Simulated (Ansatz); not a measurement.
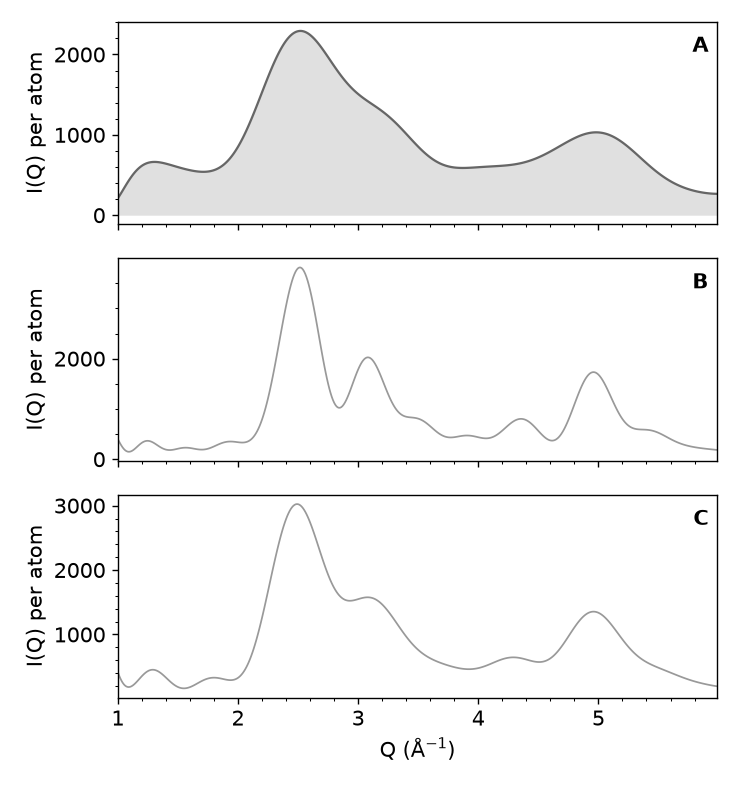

X-ray scattering of spheres cut from the crystal structure of Ag (P6_3/mmc, a = 2.886 Å, b = 2.886 Å, c = 10.384 Å, α = 90.00°, β = 90.00°, γ = 120.00°), calculated atom by atom with the Debye equation (B = 0.5 Å², no relaxation of the surface). It is based on the end point of a relaxation with Ansatz, DFT PBE, scalar-relativistic, plane waves, PAW; the starting structure was generated, so it need not be a known form of this composition.

Question: The spheres are 10, 14 and 20 Å across. Which curve is which?

Answer: curve A: 10 Å (26 atoms); curve B: 20 Å (219 atoms); curve C: 14 Å (80 atoms). Peak widths go roughly as 2π/D, so the largest sphere has the sharpest peaks.

Question: Index the main peaks of the largest sphere.

Answer: Q ≈ 2.52 Å⁻¹: 004 + 100 + 101; Q ≈ 3.08 Å⁻¹: 103; Q ≈ 4.36 Å⁻¹: 110; Q ≈ 4.96 Å⁻¹: 107 + 114 + 201.
